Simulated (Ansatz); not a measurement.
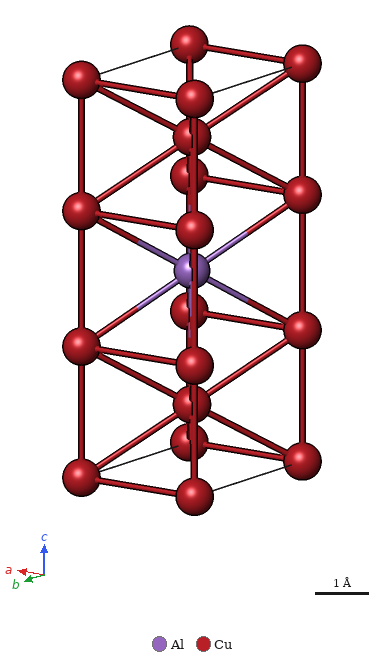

Normal modes of solid AlCu₅ (a generated structure), space group Pmmm (No. 47), at the zone centre. A ball-and-stick model of the cell of the calculation, seen from a free direction.

Computed with DFT PBE, scalar-relativistic, plane waves, PAW in Ansatz. Set-up: plane-wave cutoff 420 eV; k-point mesh 16 × 12 × 6; occupations fermi dirac; smearing width 0.15 eV; no spin polarisation.

The frequencies depend somewhat on the k-mesh and the smearing.

Which optical modes does it have, at what frequencies, and is it stable there?

The calculation's cell holds 6 atoms, so there are 15 optical modes, in 14 levels. No level is unstable.

| level | symmetry | frequency (cm⁻¹) | activity |
| --- | --- | --- | --- |
| 1 | B₂g | 85 | Raman-active |
| 2 | B₃u | 91 | infrared-active |
| 3 | B₃g | 111 | Raman-active |
| 4 | B₂u | 131 | infrared-active |
| 5 | B₂g | 149 | Raman-active |
| 6 | B₃u | 163 | infrared-active |
| 7 | doubly degenerate | 168 | not assigned |
| 8 | B₁u | 188 | infrared-active |
| 9 | B₃g | 195 | Raman-active |
| 10 | A_g | 198 | Raman-active |
| 11 | B₂u | 217 | infrared-active |
| 12 | B₃u | 218 | infrared-active |
| 13 | B₂u | 275 | infrared-active |
| 14 | B₁u | 279 | infrared-active |

The crystal is a metal, so free carriers screen the infrared response.

The modes drawn as arrows, 6 of the levels:

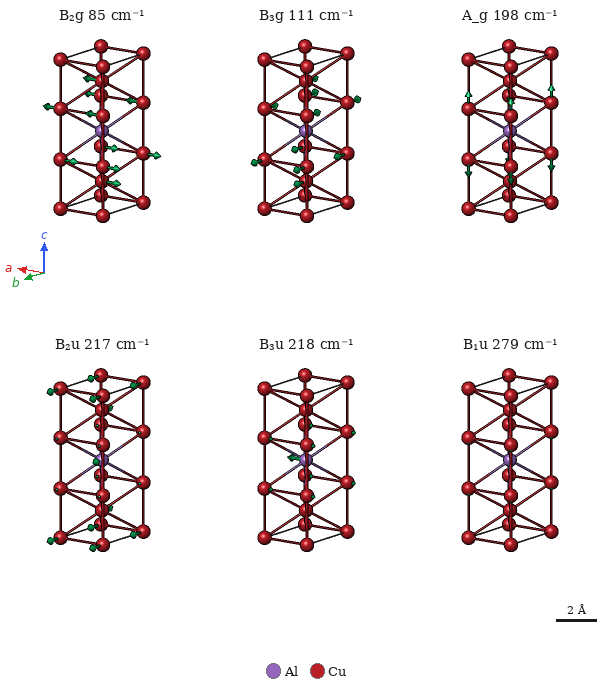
